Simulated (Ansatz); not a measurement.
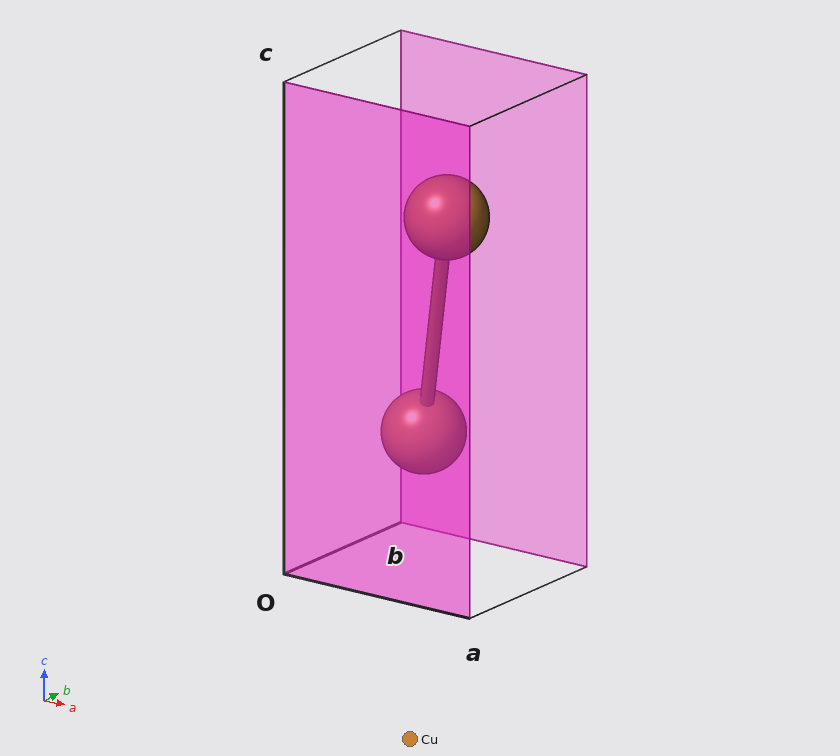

Every member of one family of equally spaced planes, hx + ky + lz = a whole number, that cuts the unit cell is shaded (one member passes through the origin O). Crystal: Cu, the end point of a relaxation with DFT, BLYP, plane waves (420 eV) with PAW, scalar-relativistic in Ansatz 0.2.0; the starting structure was generated, so it need not be a known form of this composition. Symmetry computed with spglib at a tolerance of 0.002 Å; standard conventional cell.

a = 2.617 Å, b = 2.617 Å, c = 4.290 Å, α = 90.00°, β = 90.00°, γ = 120.00°.

Question: What are the Miller indices?

Answer: (0 1 0), in four indices (0 1 −1 0); the opposite sign names the same planes. The member next to the origin meets the axes a never, b at 1, c never.

Question: What is the spacing?

Answer: d = 2.267 Å.

Question: Which atoms of the cell lie in these planes (within 0.03 Å)?

Answer: No atom.

Question: The space group is P6_3/mmc, No. 194. How many reflections hkl are equivalent to this one (itself included), and does it occur?

Answer: 6 reflections are equivalent in the Laue class 6/mmm. The space group allows the reflection.
